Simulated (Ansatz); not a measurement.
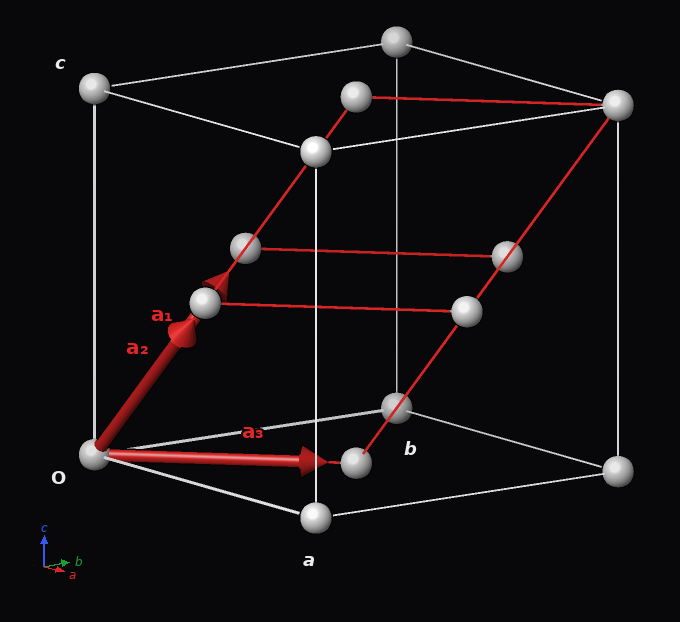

The conventional cell (thin) and a primitive cell (coloured, vectors a₁, a₂, a₃), with the lattice points alone. Crystal: AlN, the input geometry of an electronic-structure calculation (not necessarily at equilibrium); the starting structure was generated, so it need not be a known form of this composition. The drawing is computed from the coordinates (standard cell, symmetry found to 0.002 Å).

a = 4.370 Å, b = 4.370 Å, c = 4.370 Å, α = 90.00°, β = 90.00°, γ = 90.00°.

Question: What is the centring, and how are the primitive vectors built?

Answer: F, face-centred cubic, with lattice points at (0, 0, 0), (1/2, 1/2, 0), (1/2, 0, 1/2), (0, 1/2, 1/2). a₁ = 1/2 b + 1/2 c; a₂ = 1/2 a + 1/2 c; a₃ = 1/2 a + 1/2 b.

Question: Give the primitive cell's size and content.

Answer: Edges 3.090, 3.090, 3.090 Å; angles 60.00°, 60.00°, 60.00°; volume 20.86 Å³, 1/4 of the conventional cell; 2 of its 8 atoms.
